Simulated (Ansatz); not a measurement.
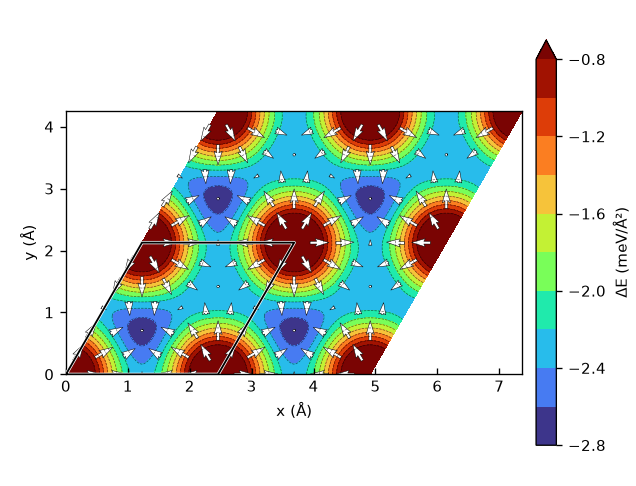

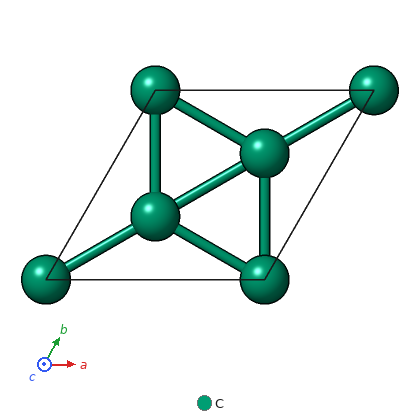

Energy landscape of C (R-3m, No. 166; 12 atoms in the cell). 
- Gamma surface: rigid slide across a plane, one fault a cell; the plane is (0 0 1) of the conventional cell.
- Places are given modulo a cell vector. The map is drawn in real space over the plane of the slide.
- Nothing is relaxed (rigid halves, spacing across the cut fixed).
- The scan uses a 6 × 6 grid; 10 points were computed and 26 follow by symmetry.
- All energies are given in meV/Å² relative to the perfect crystal.
- The lowest point has no gap; 34 points of the grid have one on the k-mesh.
- Computed with DFT PBEsol+D3(BJ), scalar-relativistic, plane waves, PAW in Ansatz 0.2.0. Settings: cutoff 520 eV, k-mesh 15×15×2 in the order of the run's cell vectors, gaussian smearing 0.03 eV, no spin polarisation.

The picture shows filled contours, arrows along the force (downhill), their lengths compressed, the outline of one cell of the 2 × 2 shown, one colour for all values above the top of the scale. Between grid points the surface is interpolated. The second picture is the structure at the lowest point

> Summarise what can be read from the map.

The lowest grid point is at (2/6, 2/6) of the cell vectors, −2.70 meV/Å² from the perfect crystal. The reference structure, at (0/6, 0/6) of the cell vectors, is a maximum of this map. There is a further well near (4/6, 4/6) of the cell vectors (0.34 meV/Å² above the lowest at that grid point). The highest grid point, (0/6, 0/6) of the cell vectors, lies 2.70 meV/Å² above the lowest. On the interpolated surface the easiest way out of the lowest well to the well at about (0.61, 0.61) of the cell vectors passes a barrier of about 0.38 meV/Å².

The input of one point:

```yaml
crystal:
  lattice:
    - [-1.2289486572, -2.1286015142, 0.0]
    - [1.2289486572, -2.1286015142, 0.0]
    - [0.0, -1.4190676761, 20.4193683166]
  atoms:
    - { symbol: C, position: [0.6953220714, 0.6953220714, 0.9140337857] }
    - { symbol: C, position: [0.250877627, 0.250877627, 0.2473671191] }
    - { symbol: C, position: [0.4730998492, 0.4730998492, 0.5807004524] }
    - { symbol: C, position: [0.7491445952, 0.7491445952, 0.7525662143] }
    - { symbol: C, position: [0.3047001508, 0.3047001508, 0.0858995476] }
    - { symbol: C, position: [0.526922373, 0.526922373, 0.4192328809] }
    - { symbol: C, position: [0.9713753441, 0.9713753441, 0.0858739677] }
    - { symbol: C, position: [0.1935975663, 0.1935975663, 0.4192073011] }
    - { symbol: C, position: [0.4158197885, 0.4158197885, 0.7525406344] }
    - { symbol: C, position: [0.8064246559, 0.8064246559, 0.5807260323] }
    - { symbol: C, position: [0.0286468781, 0.0286468781, 0.9140593656] }
    - { symbol: C, position: [0.5842024337, 0.5842024337, 0.2473926989] }
basis:
  ecutwfc: 520.0
kpoints:
  mp_grid: { grid: [15, 15, 2] }
hamiltonian:
  xc: pbesol
  pseudopotentials: { kind: paw, azcp: { folder: soft_1 } }
  dispersion: d3bj
scf:
  occupations: { method: gaussian, width: 0.03 }
output:
  forces: true
  stress: true
  eigenvalues: true
  write_density: true
  write_potential: true
  elf: true
  volumetric_format: npy
```

The whole map (10 points run) took 13 min on 2 threads of Arm Neoverse N1, with other jobs on the host.
